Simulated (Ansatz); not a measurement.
# PtSe2: what the fields show

Input

```
crystal:
  lattice:
    - [1.8620003023, -3.2250791273, 0.0]
    - [0.0, 0.0, -5.062]
    - [13.7700780252, 7.9501582546, 0.0]
  atoms:
    - { symbol: Pt, position: [0.0, 0.0, 0.7099089467] }
    - { symbol: Pt, position: [0.5, 0.0, 0.1014155638] }
    - { symbol: Pt, position: [0.0, 0.0, 0.3042466915] }
    - { symbol: Pt, position: [0.5, 0.0, 0.5070778191] }
    - { symbol: Se, position: [0.5, 0.75, 0.7775193226] }
    - { symbol: Se, position: [0.0, 0.75, 0.1690259397] }
    - { symbol: Se, position: [0.5, 0.75, 0.3718570673] }
    - { symbol: Se, position: [0.0, 0.75, 0.5746881949] }
    - { symbol: Se, position: [0.0, 0.25, 0.033805188] }
    - { symbol: Se, position: [0.5, 0.25, 0.2366363156] }
    - { symbol: Se, position: [0.0, 0.25, 0.4394674432] }
    - { symbol: Se, position: [0.5, 0.25, 0.6422985709] }
basis:
  ecutwfc: 420
kpoints:
  mp_grid: { grid: [13, 9, 4] }
hamiltonian:
  xc: pbesol
scf:
  occupations: { method: gaussian, width: 0.15 }
output:
  forces: true
  stress: true
  eigenvalues: true
  write_density: true
  write_potential: true
  elf: true
  volumetric_format: npy
```

Run with:

```sh
ansatz run input.yaml --threads 2 --pin off --max-ram 5120MiB --backend cpu --events-out ev --progress --plain --runs-dir out
```

Below, planes, directions and counts refer to the conventional cell (a = 5.06 Å, b = 3.72 Å, c = 15.90 Å, α = 90.00°, β = 90.00°, γ = 90.00°).

Space group P2₁/m; not relaxed (largest force 0.9 eV/Å).

The calculation used DFT PBEsol, scalar-relativistic, plane waves, PAW in Ansatz 0.2.0.

Core electrons are frozen (PAW), and the valence fields are smoothed inside the atomic spheres.

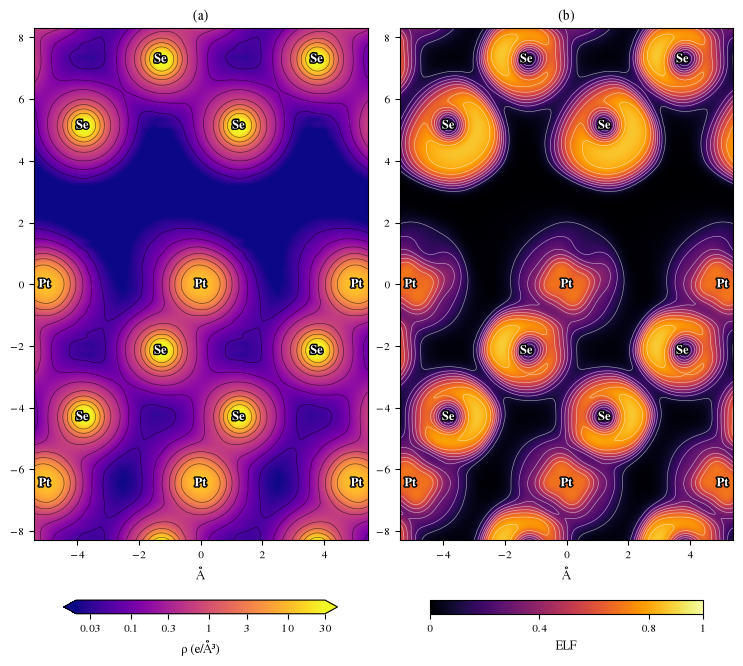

Figure 1. (a) valence charge density (pseudo); (b) ELF on the (010) plane of the conventional cell.

**Describe what can be read from this map.**

Atoms in the plane: Pt and Se. Pt–Se (2.49 Å): ρ at the midpoint is about 0.59 e/Å³; the ELF is about 0.45 at the midpoint. The density dies away to nearly zero in the voids. The features right at Pt lie inside the PAW spheres, where the map follows smoothed inner orbitals and isn't to be read closely.

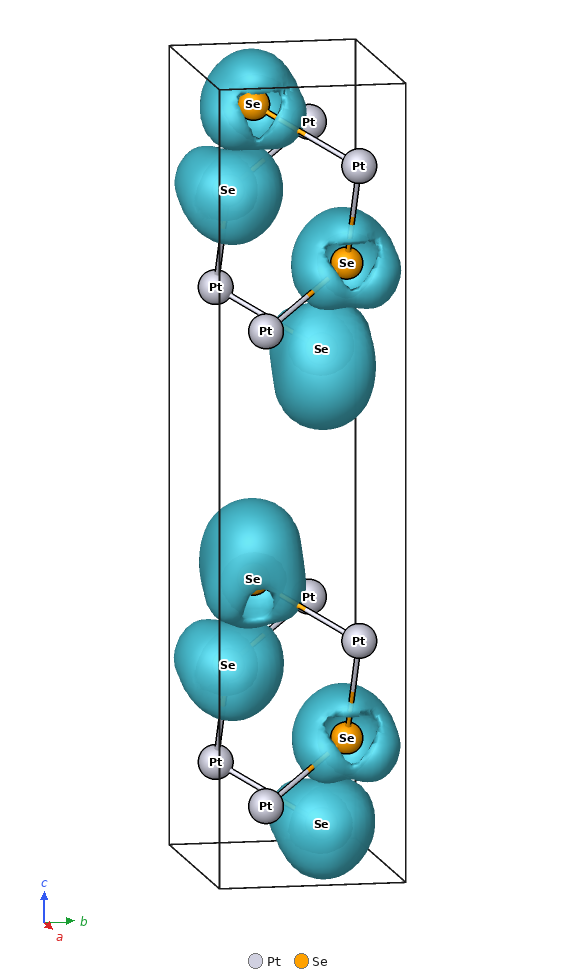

Figure 2. Isosurface of the ELF at 0.7 (cyan), seen slightly off an axis. Core shells and regions of very low density are left out. Sticks mark near contacts.

**Describe the localisation domains.**

At this value the surface marks out eight regions wrapped around Se (the valence shell of each), counted in one cell of 12 atoms. Any copies at cell faces, edges or corners count once.

**Metal or insulator at this level of theory?**

It is gapless in this calculation (a metal or semimetal); semilocal functionals without U, or without the true magnetic order, often close the gap of such compounds.
